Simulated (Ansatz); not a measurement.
Si62C (cell with a defect), 63 atoms, a = 10.86 Å, b = 10.86 Å, c = 10.86 Å, α = 90.00°, β = 90.00°, γ = 90.00°.

PAW files of the earlier set (soft_1).

Method: Ansatz 0.2.0, DFT PBEsol, scalar-relativistic, plane waves, PAW.

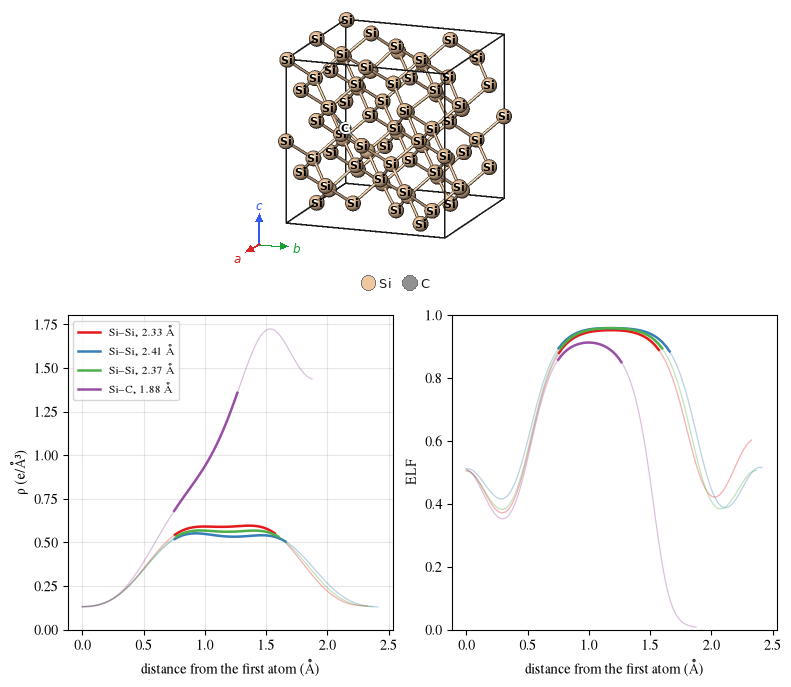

Si62C (cell with a defect). Valence electron density and ELF along straight lines between neighbouring atoms. Thin, pale parts lie inside the atomic spheres. The structure is drawn too.

The density is the valence pseudo-density of a PAW calculation; it isn't the true density close to the nuclei.

Q: What can be read from the curves?

A: Si–Si (2.33 Å): ρ is about 0.59 e/Å³ halfway; the ELF peaks at about 0.95 between the atoms, as expected for a covalent bond.
Si–Si (2.41 Å): ρ at the midpoint is about 0.53 e/Å³; the ELF peaks at about 0.95 between the atoms; localised, covalent bonding.
Si–Si (2.37 Å): ρ is about 0.56 e/Å³ halfway; the ELF peaks at about 0.95 between the atoms (a shared electron pair).
Si–C (1.88 Å): the density is about 0.87 e/Å³ at the midpoint; the ELF peaks at about 0.90 between the atoms; a shared electron pair.
